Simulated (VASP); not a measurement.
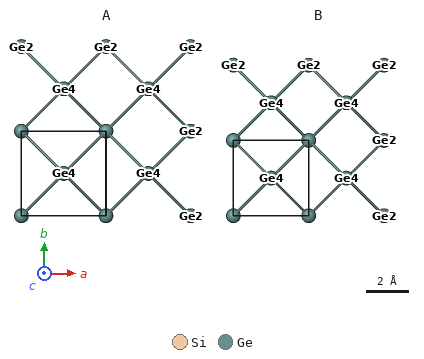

Two geometries of a crystal of SiGe$_{3}$ (a generated structure, set up in P4/mmm), drawn at one scale. One is the start of a relaxation, the other its converged end. The picture is a ball-and-stick view of the cell of the calculation, repeated 2 × 2 × 1 with one cell outlined, seen along the c axis.

All numbers below come from Kohn-Sham DFT of a periodic cell, PBE, VASP PAW PBE potentials, recommended in VASP 6.6.1. (plane-wave cutoff 520 eV; k-point mesh 5 × 5 × 4; occupations gaussian; smearing width 0.15 eV; no spin polarisation)

Question: Which geometry has the lower energy?

Answer: Structure B is the relaxed one. The run lets cell and atoms move. Over 16 geometry steps the energy falls by 148 meV per atom. Largest force component: 0.33 eV/Å at the start, 0.015 eV/Å at the end. The pressure goes from −7.17 to −0.07 GPa. The largest moves relative to the cell, 0.011 Å, are those of Ge atoms. Si stays in place. The volume changes by −17.0 %, with a = b 4.030 → 3.587 Å (−11.0 %), c 5.502 → 5.762 Å (+4.7 %). Among the contacts that change: Ge–Si 3.129 → 2.881 Å, Ge–Ge 3.201 → 2.955 Å, Ge–Ge 2.585 → 2.730 Å, Ge–Si 2.751 → 2.881 Å. The space group stays P4/mmm (No. 123). The volume changes by over a tenth within one run on a fixed set of plane waves, so the end point should be relaxed again from the new cell. It ran on 1 thread of Intel(R) Xeon(R) Platinum 8259CL CPU @ 2.50GHz (Skylake/Cascade Lake) (shared host).
